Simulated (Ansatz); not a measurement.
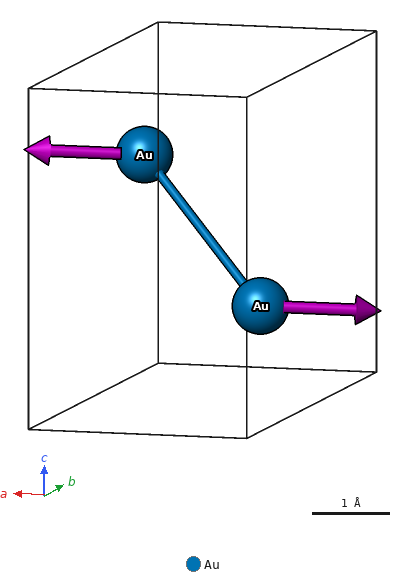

The lowest optical mode of crystalline Au, space group P6₃/mmc (No. 194), at the zone centre. The purple arrows are the displacements of the atoms (eigenvector over the root of the mass), of arbitrary overall length and sign. A ball-and-stick model of the conventional cell, seen from a free direction. Lengths and directions refer to the drawn axes.

Level of theory: Ansatz 0.2.0, DFT PBEsol, scalar-relativistic, plane waves, PAW. Set-up: plane-wave cutoff 420 eV; k-point mesh 16 × 16 × 10; occupations fermi dirac; smearing width 0.15 eV; no spin polarisation.

The frequencies depend somewhat on the k-mesh and the smearing.

Question: Is the structure stable against all modes at this point?

Answer: Yes: this softest mode has a real frequency, and so have all others here. That speaks for this wave vector alone: the rest of the zone wasn't checked in this run. This is the E₂g mode (doubly degenerate; one member of the set is drawn) at 40 cm⁻¹, the lowest optical level, Raman-active by symmetry. All motion is along a; atoms of one kind move against one another, with no net shift of their sublattice.
